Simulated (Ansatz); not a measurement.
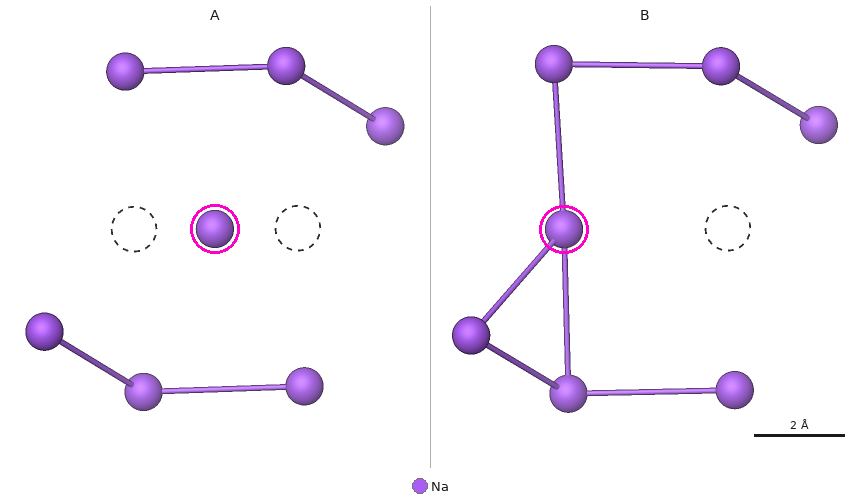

A vacancy jump of sodium in Na (I4/mmm phase), in a neutral cell with 19 atoms, whose images lie 9.8 Å apart. One frame is the relaxed vacancy; in the other the neighbouring Na atom (ringed) was set half-way along its jump of 3.71 Å and all atoms were relaxed in the symmetry of that start. Dashed circles mark empty sites. A ball-and-stick model of the slice 3.8 Å thick through the jump, out to 5.1 Å from its middle, seen across the jump.

All numbers below come from DFT PBEsol, scalar-relativistic, plane waves, PAW in Ansatz. (plane-wave cutoff 420 eV; k-point mesh 4 × 4 × 4; occupations gaussian; smearing width 0.1 eV; no spin polarisation; atoms relaxed in a fixed cell; force threshold 0.02 eV/Å).

**Which frame is the half-way one, and how far apart are the two in energy?**

Frame A is the half-way start after relaxation. It lies 0.13 eV above the relaxed vacancy. The atom stays half-way, on the straight line. The symmetry of the start was kept and can hold it there, so for a path with one hump at the middle this is the barrier or an upper bound to it. There it has 4 Na as nearest neighbours, the closest at 3.43 Å. Both cells are metallic on the mesh.
